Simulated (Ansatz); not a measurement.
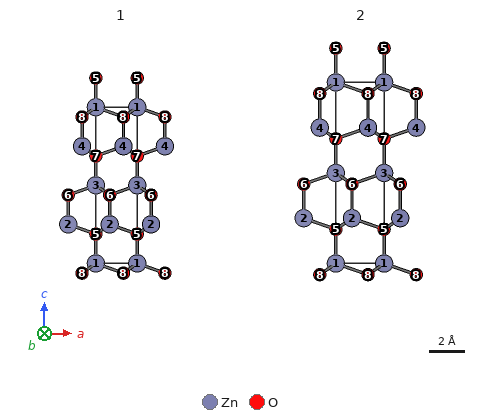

Two geometries of solid ZnO (built on the 4H polytype type), drawn at one scale. One is the start of a relaxation, the other its converged end. The picture is a ball-and-stick view of the cell of the calculation, seen along the b axis.

Level of theory: Ansatz 0.2.0, DFT, PBE, plane waves, PAW. Set-up: plane-wave cutoff 420 eV; k-point mesh 12 × 12 × 4; occupations fermi dirac; smearing width 0.02 eV; no spin polarisation; cell and atoms relaxed; force threshold 0.005 eV/Å.

Q: Which one is relaxed?

A: Structure 2 is the relaxed one. The energy falls by 11.950 eV per cell of the calculation in 10 accepted moves (13 points after the start). Largest force component: 0.13 eV/Å at the start, 0.00051 eV/Å at the end. Pressure: 160.75 GPa at the start and 0.00 GPa at the end. At 3 points the geometry stayed and the basis and grid were re-selected for the new cell (energy shift of 0.870 eV per cell of the calculation at most each time). The largest moves relative to the cell, 0.006 Å, are those of Zn1, Zn3, O5 and O7. O5 goes along +c. By element the largest moves are O 0.006 Å, Zn 0.006 Å. The volume changes by +57.5 %, with a = b 2.807 → 3.272 Å (+16.6 %), c 9.168 → 10.630 Å (+16.0 %). Near-neighbour distances that change, for instance: Zn1–O5 1.719 → 2.005 Å, Zn1–O8 1.719 → 1.999 Å. The space group stays P6_3mc (No. 186). Cost: 76 s on 2 threads of AMD EPYC 7R13 Processor (Zen 3), with other jobs on the host, peak memory 0.69 GiB.
